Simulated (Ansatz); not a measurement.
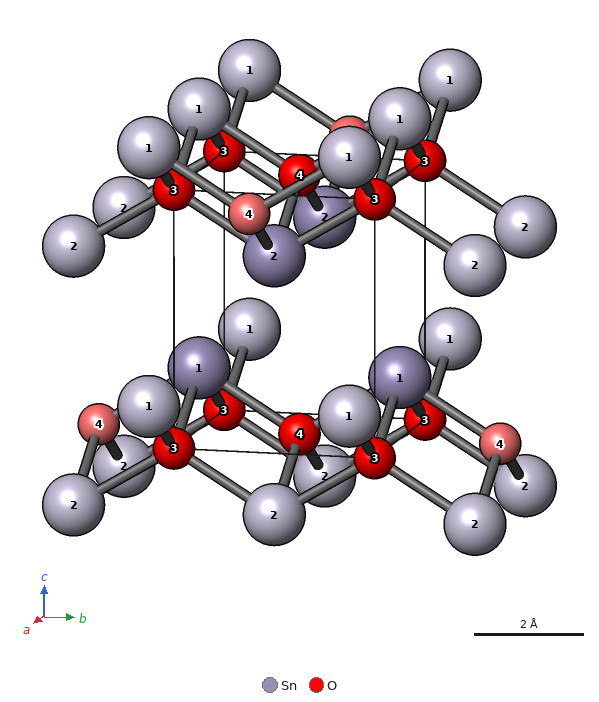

**Figure 1.** The structure as given in the input (ball-and-stick view of the cell of the calculation, seen slightly off an axis; neighbours outside the cell are drawn fainter; atoms are numbered from 1 in the order of the input).

# SnO: geometry relaxation (part 1 of 2)

System: SnO (4 atoms in the cell).
Method: DFT r2SCAN, scalar-relativistic, plane waves, PAW, no spin polarisation (Ansatz 0.2.0).

The structure derives from an entry of the Crystallography Open Database. Figures and captions count atoms from 1; the log counts them from 0 in places.

## Log
```
Engine: ansatz 0.2.0, aarch64-unknown-linux-gnu
Pseudopotentials: kind: paw
Pseudopotential: Sn, paw, valence charge 14, recommended cutoff 500 eV (meta_gga), Sn.paw.azcp
Pseudopotential: O, paw, valence charge 6, recommended cutoff 500 eV (meta_gga), O.paw.azcp
Functional definition: r2SCAN
  parameter k0 = 0.174
  parameter k1 = 0.065
  parameter a1 = 4.9479
  exchange = r2scan_x(k0 = k0, k1 = k1, a1 = a1)
  correlation = r2scan_c
Crystal: 4 atoms, lattice volume = 69.850 Å³
Basis set: ecut = 500 eV, 1769 PW (Γ), exchange–correlation on 120×120×144 points (64 copies of the dense FFT grid, shifted against one another)
Bands: 24, of which v1, the nominal top of the filled ones, is band 20 counted from 1 (19 counted from 0)
Symmetry: 16 space group operations
Space group: P4/nmm (ITA 129), of the structure as read, at distance tolerance 4.1e-5 Å
k-points: 105 of 800
Non-local potential: Sn, projectors of the file, l = 0: 2, l = 1: 2, l = 2: 2, l = 3: 2
Non-local potential: O, projectors of the file, l = 0: 2, l = 1: 2, l = 2: 1
PAW form: soft (Blöchl's): semilocal exchange-correlation on the pseudo side does not see the compensation charge
PAW frozen core: Sn, regenerated for the run's functional (the file was generated under x = pbe(κ = 0.804, μ = 0.2195149727645171), c = pbe(β = 0.06672455060314922))
PAW frozen core: O, regenerated for the run's functional (the file was generated under x = pbe(κ = 0.804, μ = 0.2195149727645171), c = pbe(β = 0.06672455060314922))
PAW one-centre angular grid: Sn, 590 points (default); XC on 249 of its mesh's 2787 points in the sphere
PAW one-centre angular grid: O, 302 points (default); XC on 160 Gauss nodes
Initial density: superposition of atomic densities (neutral atoms: chi_scale 0, normalization atom), corrected by the library's trained network
Initial wavefunctions: pseudopotential atomic-orbital guess
Functional: x = r2scan, c = r2scan; τ floored in thin density (d = 2e-4 eV/Å³)
SCF iter   1: F=—  HF=-13214.606855 eV  |F-HF|=—  |Δ(HF+E_count)|=         —  Δρ=8.12e-3  dr2=4.02e-2  dr2_τ=1.16e-1  ethr=1.77e-3  ⟨swp⟩=6.2  Hψ=11775  notcnv=0
preconditioner: auto → Resta (q_TF=auto, 2.486 Å⁻¹)  ε∞=3.2  [insulator: Δε(μ)=0.157 eV  Ē_g=19.130 eV  σ=0.010 eV  W_gap=1.00  n_scr=18 (ndim 8)  ℏωp=28.1 eV  f_vac=0.019  D(μ)=0.00/eV (n_scr^D=0)  ε∞_Penn≈3.2]
SCF iter   2: F=—  HF=-13214.688068 eV  |F-HF|=—  |Δ(HF+E_count)|=   8.12e-2  Δρ=4.91e-3  dr2=9.90e-3  dr2_τ=7.65e-4  ethr=1.00e-4  ⟨swp⟩=2.7  Hψ=5004  notcnv=0
SCF iter   3: F=—  HF=-13214.688646 eV  |F-HF|=—  |Δ(HF+E_count)|=   5.78e-4  Δρ=1.01e-3  dr2=5.58e-4  dr2_τ=7.92e-5  ethr=2.47e-5  ⟨swp⟩=3.0  Hψ=4932  notcnv=0
SCF iter   4: F=—  HF=-13214.688789 eV  |F-HF|=—  |Δ(HF+E_count)|=   1.43e-4  Δρ=2.38e-4  dr2=3.72e-5  dr2_τ=2.74e-6  ethr=1.40e-6  ⟨swp⟩=2.2  Hψ=4095  notcnv=0
SCF iter   5: F=—  HF=-13214.688803 eV  |F-HF|=—  |Δ(HF+E_count)|=   1.40e-5  Δρ=1.24e-4  dr2=1.12e-5  dr2_τ=7.08e-7  ethr=9.29e-8  ⟨swp⟩=2.0  Hψ=3435  notcnv=0
SCF iter   6: F=—  HF=-13214.688802 eV  |F-HF|=—  |Δ(HF+E_count)|=   7.07e-7  Δρ=2.13e-5  dr2=3.39e-7  dr2_τ=1.60e-8  ethr=2.79e-8  ⟨swp⟩=2.0  Hψ=3371  notcnv=0
SCF iter   7: F=-13214.688802 eV  HF=-13214.688802 eV  |F-HF|=2.18e-8  |Δ(HF+E_count)|=   8.99e-8  Δρ=6.09e-6  dr2=2.55e-8  dr2_τ=9.63e-10  ethr=2.50e-10  ⟨swp⟩=10.2  Hψ=18990  notcnv=0
SCF 1 converged in 7 iterations: F = -13214.688802 eV  dr2 = 2.55e-8
  greatest PAW one-centre occupation: 0.994 electrons in one spin orbital (limit 2), on the Sn atom at site 1 (counted from 0), in its partial waves of l = 2
relax step   1: F+E_penalty+E_count = -13214.68880229 eV  Δ(F+E_penalty+E_count) = +0.000e0 eV  max|allowed force component| = 4.305e-3 eV/Å  Δτ_max = 0.0000 Å  P = +0.698 GPa  Ω = 69.850 Å³  (7 SCF iters, dr2 threshold 1.00e-7 eV, accepted)
Crystal: 4 atoms, lattice volume = 71.808 Å³
Basis set: ecut = 500 eV, 1801 PW (Γ), exchange–correlation on 120×120×144 points (64 copies of the dense FFT grid, shifted against one another)
Initial density: handed on by an earlier stage of this run
Initial wavefunctions: those handed on with the density
iter 1 solved again at ethr=1.83e-5 eV; its pass at ethr=3.10e-3 eV (dr2=7.31e-3 eV) is discarded
SCF iter   1: F=—  HF=-13214.644407 eV  |F-HF|=—  |Δ(HF+E_count)|=         —  Δρ=3.32e-3  dr2=7.40e-3  dr2_τ=3.17e-2  ethr=1.83e-5  ⟨swp⟩=2.1  Hψ=15757  notcnv=0
preconditioner: auto → Resta (q_TF=auto, 2.475 Å⁻¹)  ε∞=3.1  [insulator: Δε(μ)=0.501 eV  Ē_g=19.075 eV  σ=0.010 eV  W_gap=1.00  n_scr=18 (ndim 8)  ℏωp=27.7 eV  f_vac=0.023  D(μ)=0.00/eV (n_scr^D=0)  ε∞_Penn≈3.1]
SCF iter   2: F=—  HF=-13214.689005 eV  |F-HF|=—  |Δ(HF+E_count)|=   4.46e-2  Δρ=1.60e-3  dr2=1.29e-3  dr2_τ=9.92e-5  ethr=1.83e-5  ⟨swp⟩=3.0  Hψ=5507  notcnv=0
SCF iter   3: F=—  HF=-13214.689043 eV  |F-HF|=—  |Δ(HF+E_count)|=   3.74e-5  Δρ=8.72e-4  dr2=3.64e-4  dr2_τ=3.03e-5  ethr=3.22e-6  ⟨swp⟩=2.0  Hψ=3746  notcnv=0
SCF iter   4: F=—  HF=-13214.689139 eV  |F-HF|=—  |Δ(HF+E_count)|=   9.66e-5  Δρ=2.54e-4  dr2=4.29e-5  dr2_τ=5.74e-6  ethr=9.10e-7  ⟨swp⟩=2.0  Hψ=3799  notcnv=0
SCF iter   5: F=—  HF=-13214.689161 eV  |F-HF|=—  |Δ(HF+E_count)|=   2.14e-5  Δρ=5.81e-5  dr2=2.38e-6  dr2_τ=5.74e-8  ethr=1.07e-7  ⟨swp⟩=3.0  Hψ=4606  notcnv=0
SCF iter   6: F=-13214.689163 eV  HF=-13214.689163 eV  |F-HF|=6.86e-8  |Δ(HF+E_count)|=   1.95e-6  Δρ=1.53e-5  dr2=1.08e-7  dr2_τ=1.10e-8  ethr=1.00e-9  ⟨swp⟩=12.5  Hψ=20318  notcnv=0
SCF 2 converged in 6 iterations: F = -13214.689163 eV  dr2 = 1.08e-7
  Residual-converged pass: ⟨swp⟩=1.0  Hψ=2942  notcnv=0  max |occ|·‖R‖ = 7.0e-9 eV (tolerance 1.0e-8 eV)  dr2=1.08e-7  dr2_τ=1.10e-8  dr2_onsite=1.13e-8  max |Δocc| = 8.5e-246
relax step   2: F+E_penalty+E_count = -13214.68916270 eV  Δ(F+E_penalty+E_count) = -3.604e-4 eV  max|allowed force component| = 1.835e-1 eV/Å  Δτ_max = 0.0315 Å  P = +0.204 GPa  Ω = 71.808 Å³  energy of the carried Pulay correction = -5.362e-4 eV  (6 SCF iters, dr2 threshold 4.00e-7 eV, accepted)
Crystal: 4 atoms, lattice volume = 71.465 Å³
iter 1 solved again at ethr=2.34e-6 eV; its pass at ethr=3.10e-3 eV (dr2=9.37e-4 eV) is discarded
SCF iter   1: F=—  HF=-13214.687351 eV  |F-HF|=—  |Δ(HF+E_count)|=         —  Δρ=1.52e-3  dr2=9.39e-4  dr2_τ=4.80e-3  ethr=2.34e-6  ⟨swp⟩=2.7  Hψ=14249  notcnv=0
preconditioner: auto → Resta (q_TF=auto, 2.477 Å⁻¹)  ε∞=3.1  [insulator: Δε(μ)=0.341 eV  Ē_g=19.033 eV  σ=0.010 eV  W_gap=1.00  n_scr=18 (ndim 8)  ℏωp=27.8 eV  f_vac=0.023  D(μ)=0.00/eV (n_scr^D=0)  ε∞_Penn≈3.1]
SCF iter   2: F=—  HF=-13214.691424 eV  |F-HF|=—  |Δ(HF+E_count)|=   4.07e-3  Δρ=7.36e-4  dr2=2.22e-4  dr2_τ=1.06e-5  ethr=2.34e-6  ⟨swp⟩=3.0  Hψ=5423  notcnv=0
SCF iter   3: F=—  HF=-13214.691426 eV  |F-HF|=—  |Δ(HF+E_count)|=   1.94e-6  Δρ=2.17e-4  dr2=2.23e-5  dr2_τ=1.88e-6  ethr=5.55e-7  ⟨swp⟩=2.6  Hψ=4547  notcnv=0
SCF iter   4: F=—  HF=-13214.691432 eV  |F-HF|=—  |Δ(HF+E_count)|=   5.81e-6  Δρ=4.64e-5  dr2=1.63e-6  dr2_τ=1.38e-7  ethr=5.58e-8  ⟨swp⟩=2.7  Hψ=4201  notcnv=0
SCF iter   5: F=-13214.691432 eV  HF=-13214.691432 eV  |F-HF|=1.25e-7  |Δ(HF+E_count)|=   8.33e-8  Δρ=2.72e-5  dr2=3.55e-7  dr2_τ=5.33e-8  ethr=1.00e-9  ⟨swp⟩=11.1  Hψ=20333  notcnv=0
SCF 3 converged in 5 iterations: F = -13214.691432 eV  dr2 = 3.55e-7
relax step   3: F+E_penalty+E_count = -13214.69143214 eV  Δ(F+E_penalty+E_count) = -2.269e-3 eV  max|allowed force component| = 3.474e-2 eV/Å  Δτ_max = 0.0143 Å  P = -0.266 GPa  Ω = 71.465 Å³  energy of the carried Pulay correction = -4.425e-4 eV  (5 SCF iters, dr2 threshold 4.00e-7 eV, accepted)
Crystal: 4 atoms, lattice volume = 71.455 Å³
iter 1 solved again at ethr=1.05e-7 eV; its pass at ethr=3.10e-3 eV (dr2=4.21e-5 eV) is discarded
SCF iter   1: F=—  HF=-13214.691564 eV  |F-HF|=—  |Δ(HF+E_count)|=         —  Δρ=2.74e-4  dr2=3.85e-5  dr2_τ=2.06e-4  ethr=1.05e-7  ⟨swp⟩=3.0  Hψ=15072  notcnv=0
preconditioner: auto → Resta (q_TF=auto, 2.477 Å⁻¹)  ε∞=3.1  [insulator: Δε(μ)=0.354 eV  Ē_g=19.052 eV  σ=0.010 eV  W_gap=1.00  n_scr=18 (ndim 8)  ℏωp=27.8 eV  f_vac=0.023  D(μ)=0.00/eV (n_scr^D=0)  ε∞_Penn≈3.1]
SCF iter   2: F=—  HF=-13214.691763 eV  |F-HF|=—  |Δ(HF+E_count)|=   1.99e-4  Δρ=1.52e-4  dr2=1.47e-5  dr2_τ=4.13e-7  ethr=9.62e-8  ⟨swp⟩=2.9  Hψ=5609  notcnv=0
SCF iter   3: F=—  HF=-13214.691764 eV  |F-HF|=—  |Δ(HF+E_count)|=   1.19e-6  Δρ=4.01e-5  dr2=9.75e-7  dr2_τ=1.30e-7  ethr=3.68e-8  ⟨swp⟩=3.0  Hψ=4627  notcnv=0
SCF iter   4: F=-13214.691764 eV  HF=-13214.691764 eV  |F-HF|=4.44e-8  |Δ(HF+E_count)|=   2.43e-7  Δρ=1.52e-5  dr2=1.28e-7  dr2_τ=4.55e-9  ethr=8.74e-10  ⟨swp⟩=10.6  Hψ=19891  notcnv=0
SCF 4 converged in 4 iterations: F = -13214.691764 eV  dr2 = 1.28e-7
relax step   4: F+E_penalty+E_count = -13214.69176413 eV  Δ(F+E_penalty+E_count) = -3.320e-4 eV  max|allowed force component| = 3.451e-3 eV/Å  Δτ_max = 0.0023 Å  P = -0.048 GPa  Ω = 71.455 Å³  energy of the carried Pulay correction = -4.377e-4 eV  (4 SCF iters, dr2 threshold 3.50e-7 eV, accepted)
Crystal: 4 atoms, lattice volume = 71.528 Å³
Basis set: ecut = 500 eV, 1817 PW (Γ), exchange–correlation on 120×120×144 points (64 copies of the dense FFT grid, shifted against one another)
iter 1 solved again at ethr=3.77e-8 eV; its pass at ethr=3.10e-3 eV (dr2=1.51e-5 eV) is discarded
SCF iter   1: F=—  HF=-13214.691716 eV  |F-HF|=—  |Δ(HF+E_count)|=         —  Δρ=1.52e-4  dr2=1.45e-5  dr2_τ=9.29e-5  ethr=3.77e-8  ⟨swp⟩=3.0  Hψ=15123  notcnv=0
preconditioner: auto → Resta (q_TF=auto, 2.476 Å⁻¹)  ε∞=3.1  [insulator: Δε(μ)=0.360 eV  Ē_g=19.052 eV  σ=0.010 eV  W_gap=1.00  n_scr=18 (ndim 8)  ℏωp=27.8 eV  f_vac=0.023  D(μ)=0.00/eV (n_scr^D=0)  ε∞_Penn≈3.1]
SCF iter   2: F=—  HF=-13214.691812 eV  |F-HF|=—  |Δ(HF+E_count)|=   9.56e-5  Δρ=8.75e-5  dr2=4.48e-6  dr2_τ=2.20e-7  ethr=3.63e-8  ⟨swp⟩=2.3  Hψ=4633  notcnv=0
SCF iter   3: F=—  HF=-13214.691813 eV  |F-HF|=—  |Δ(HF+E_count)|=   1.12e-6  Δρ=4.64e-5  dr2=1.32e-6  dr2_τ=1.04e-7  ethr=1.12e-8  ⟨swp⟩=2.1  Hψ=3335  notcnv=0
SCF iter   4: F=—  HF=-13214.691813 eV  |F-HF|=—  |Δ(HF+E_count)|=   4.45e-7  Δρ=1.25e-5  dr2=6.25e-8  dr2_τ=1.34e-8  ethr=3.29e-9  ⟨swp⟩=2.0  Hψ=3363  notcnv=0
SCF iter   5: F=-13214.691813 eV  HF=-13214.691813 eV  |F-HF|=6.12e-9  |Δ(HF+E_count)|=   2.17e-8  Δρ=4.80e-6  dr2=1.01e-8  dr2_τ=3.65e-10  ethr=6.28e-11  ⟨swp⟩=8.8  Hψ=15344  notcnv=0
SCF 5 converged in 5 iterations: F = -13214.691813 eV  dr2 = 1.01e-8
relax step   5: F+E_penalty+E_count = -13214.69181329 eV  Δ(F+E_penalty+E_count) = -4.916e-5 eV  max|allowed force component| = 2.766e-3 eV/Å  Δτ_max = 0.0014 Å  P = -0.017 GPa  Ω = 71.528 Å³  energy of the carried Pulay correction = -4.564e-4 eV  (5 SCF iters, dr2 threshold 2.51e-8 eV, accepted)
Initial wavefunctions: pseudopotential atomic-orbital guess (no wavefunctions were taken with the density)
iter 1 solved again at ethr=1.20e-7 eV; its pass at ethr=3.10e-3 eV (dr2=4.78e-5 eV) is discarded
SCF iter   1: F=—  HF=-13214.692154 eV  |F-HF|=—  |Δ(HF+E_count)|=         —  Δρ=1.37e-4  dr2=3.85e-7  dr2_τ=6.54e-7  ethr=1.20e-7  ⟨swp⟩=3.2  Hψ=18392  notcnv=0
preconditioner: auto → Resta (q_TF=auto, 2.476 Å⁻¹)  ε∞=3.1  [insulator: Δε(μ)=0.359 eV  Ē_g=19.051 eV  σ=0.010 eV  W_gap=1.00  n_scr=18 (ndim 8)  ℏωp=27.8 eV  f_vac=0.023  D(μ)=0.00/eV (n_scr^D=0)  ε∞_Penn≈3.1]
SCF iter   2: F=—  HF=-13214.692234 eV  |F-HF|=—  |Δ(HF+E_count)|=   7.99e-5  Δρ=6.93e-5  dr2=1.14e-7  dr2_τ=1.33e-6  ethr=9.62e-10  ⟨swp⟩=2.3  Hψ=4469  notcnv=0
SCF iter   3: F=—  HF=-13214.692261 eV  |F-HF|=—  |Δ(HF+E_count)|=   2.71e-5  Δρ=1.04e-5  dr2=4.91e-8  dr2_τ=1.33e-8  ethr=2.85e-10  ⟨swp⟩=2.0  Hψ=3786  notcnv=0
SCF iter   4: F=—  HF=-13214.692261 eV  |F-HF|=—  |Δ(HF+E_count)|=   1.25e-7  Δρ=1.85e-6  dr2=1.82e-9  dr2_τ=1.10e-10  ethr=1.23e-10  ⟨swp⟩=2.0  Hψ=3308  notcnv=0
SCF iter   5: F=—  HF=-13214.692261 eV  |F-HF|=—  |Δ(HF+E_count)|=  9.93e-10  Δρ=9.69e-7  dr2=6.85e-10  dr2_τ=5.65e-11  ethr=4.54e-12  ⟨swp⟩=2.7  Hψ=5051  notcnv=0
SCF iter   6: F=—  HF=-13214.692261 eV  |F-HF|=—  |Δ(HF+E_count)|=  2.18e-11  Δρ=3.03e-7  dr2=6.06e-11  dr2_τ=2.18e-12  ethr=1.71e-12  ⟨swp⟩=2.1  Hψ=3183  notcnv=0
SCF iter   7: F=-13214.692261 eV  HF=-13214.692261 eV  |F-HF|=7.28e-12  |Δ(HF+E_count)|=  1.09e-11  Δρ=8.10e-8  dr2=4.03e-12  dr2_τ=2.16e-13  ethr=1.00e-12  ⟨swp⟩=6.5  Hψ=11218  notcnv=0
SCF 6 converged in 7 iterations: F = -13214.692261 eV  dr2 = 4.03e-12
relax step   6: F+E_penalty+E_count = -13214.69226107 eV  Δ(F+E_penalty+E_count) = -4.478e-4 eV  max|allowed force component| = 2.880e-3 eV/Å  Δτ_max = 0.0000 Å  P = -0.019 GPa  Ω = 71.528 Å³  stress off target by 3.85e-2 GPa  SCF on the basis re-selected at this cell (its energy is not comparable with the rows above)  (7 SCF iters)
```

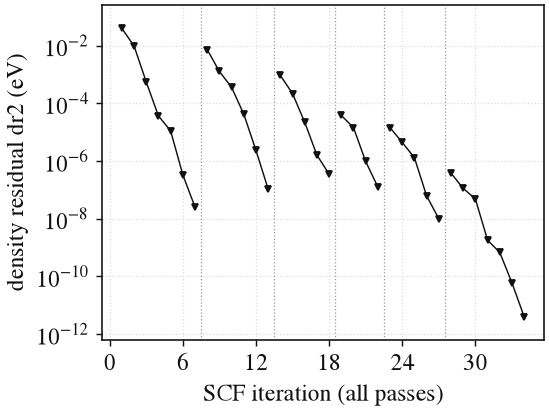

**Figure 2.** Convergence of the self-consistent field: density residual dr2 against the SCF iteration. The dotted lines part the SCF passes of the relaxation: geometry steps, rejected trials and re-solves on a re-selected basis. The 6 passes take 4 to 7 iterations each, 34 in all.
